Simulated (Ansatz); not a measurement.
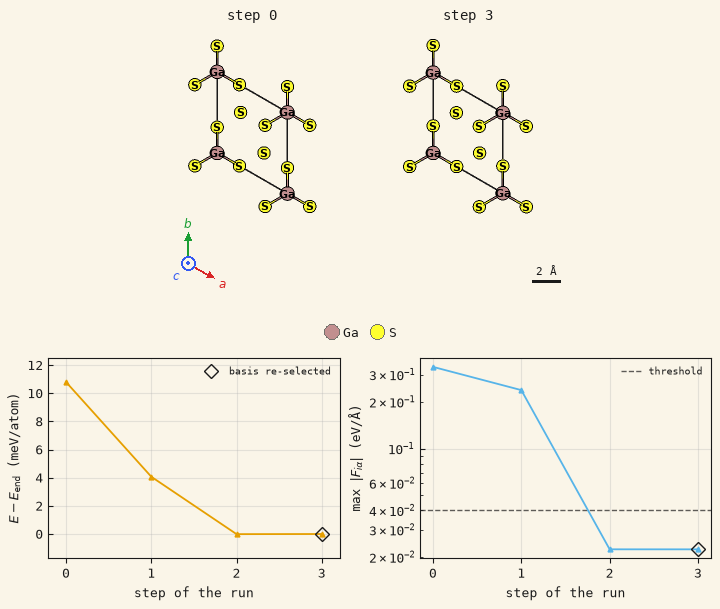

First and last geometry of a relaxation of solid GaS5 (a generated structure, set up in P-62m) (coarse preliminary run), with the history of the run. The picture is a ball-and-stick view of the cell of the calculation, seen along the c axis.

These are results of Ansatz, DFT PBE, scalar-relativistic, plane waves, PAW, not measurements. Set-up: plane-wave cutoff 420 eV; k-point mesh 3 × 3 × 6; occupations gaussian; smearing width 0.1 eV; no spin polarisation; cell and atoms relaxed; force threshold 0.04 eV/Å; at most 70 steps.

Read the history and describe the run.

It converged. After 2 accepted moves (3 points after the start) the energy has fallen by 10.8 meV per atom. Largest force component: 0.34 eV/Å at the start, 0.022 eV/Å at the end. The pressure goes from −0.33 to −0.26 GPa. At 1 point the geometry stayed and the basis and grid were re-selected for the new cell (energy shift of less than 0.05 meV per atom at most each time). The largest moves relative to the cell, 0.12 Å, are those of S atoms. Ga stays in place. The drawn cell changes as follows: a = b 6.006 → 5.953 Å (−0.9 %), c 3.406 → 3.447 Å (+1.2 %); the volume changes by −0.6 %. Some distances before and after: Ga–S 2.555 → 2.646 Å. Bond angles that change, for instance: Ga–S–Ga 83.6° → 81.3°, S–Ga–S 83.6° → 81.3°. The space group stays P-62m (No. 189). The run took 25 s on 1 thread of Intel(R) Xeon(R) Processor @ 2.50GHz (Skylake/Cascade Lake), with other jobs on the host, peak memory 0.37 GiB.

Limits of the set-up: layers or molecules are held without a dispersion correction, so their spacing is unreliable.
